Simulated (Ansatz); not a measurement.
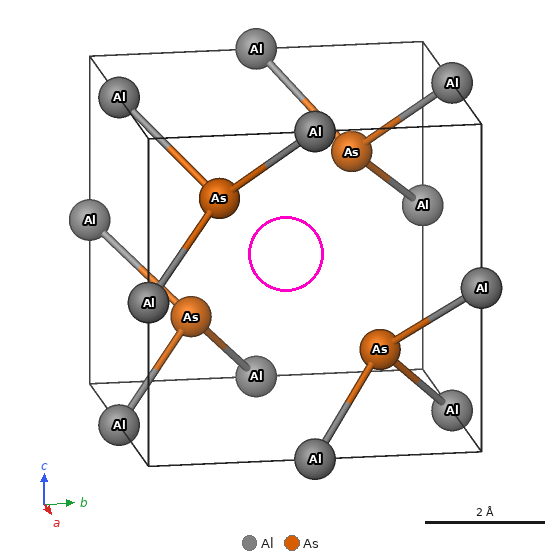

Drawn in the ball-and-stick manner and seen slightly off an axis. The frame is the supercell; atoms at its boundary are shown with their periodic copies. The host is AlAs, in a cell of 8 sites, and the cell carries a charge of -2. A ring marks the defect's site.

Question: What imperfection does the supercell contain?

Answer: An aluminium vacancy. Around the empty site lie four As at about 2.4 Å.

Calculation details: DFT PBE, scalar-relativistic, plane waves, PAW (Ansatz 0.2.0); cutoff 420 eV, k-points on a 3×3×3 grid, Gaussian smearing of 0.01 eV, collinear spins.

Question: Does the cell have a net magnetic moment?

Answer: Yes, 0.8 μB in the cell.

The atoms were relaxed in the host's cell with DFT PBE, scalar-relativistic, plane waves, PAW in Ansatz 0.2.0.
